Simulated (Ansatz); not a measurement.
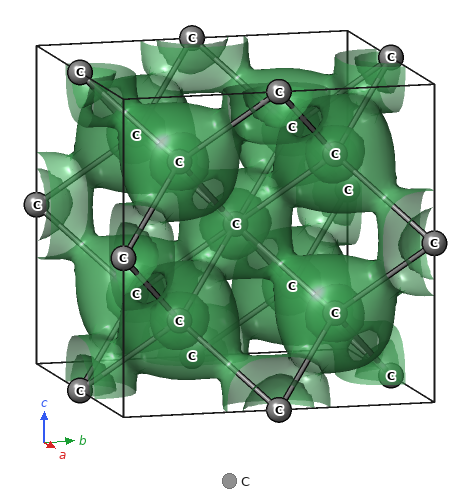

*C. Isosurface of the ELF at 0.6 (green), seen slightly off an axis. Core shells and regions of very low density are left out. Sticks mark near contacts.*

Space group Fm-3m; a structure generated by program, which may or may not match a known phase.

Theory: Ansatz 0.2.0, DFT PBE, scalar-relativistic, plane waves, PAW.

Core electrons are frozen (PAW), and the valence fields are smoothed inside the atomic spheres.

The calculation's input:

```
crystal:
  lattice:
    - [0.0, 2.1665664221, 2.1665664221]
    - [2.1665664221, 0.0, 2.1665664221]
    - [2.1665664221, 2.1665664221, 0.0]
  atoms:
    - { symbol: C, position: [0.5, 0.5, 0.5] }
    - { symbol: C, position: [0.75, 0.75, 0.75] }
    - { symbol: C, position: [0.25, 0.25, 0.25] }
basis:
  ecutwfc: 420
kpoints:
  mp_grid: { grid: [18, 18, 18] }
hamiltonian:
  xc: pbe
scf:
  occupations: { method: gaussian, width: 0.1 }
output:
  forces: true
  stress: true
  eigenvalues: true
  write_density: true
  write_potential: true
  elf: true
  volumetric_format: npy
relax:
  adjacent_minimum: "off"
  f_tol: 0.01
  max_steps: 80
  cell: { stress_tol: 0.05 }
```

Launched as:

```sh
ansatz run input.yaml --threads 1 --pin off --max-ram 2560MiB --backend cpu --events-out ev --progress --plain --runs-dir out
```

Below, planes, directions and counts refer to the conventional cell (a = 4.34 Å, b = 4.34 Å, c = 4.34 Å, α = 90.00°, β = 90.00°, γ = 90.00°).

Identify the bonds, lone pairs and shells in this picture.

Answer. At this value the surface marks out one network that runs through the whole crystal, counted in one cell of 12 atoms. Regions shared between cells count once. There are no localised bonds or lone pairs at this value. Along the contacts the grid gives the following. C–C (1.88 Å): the ELF peaks at about 0.80 between the atoms.

Does the calculation give a band gap?

Answer. It is gapless in this calculation (a metal or semimetal).
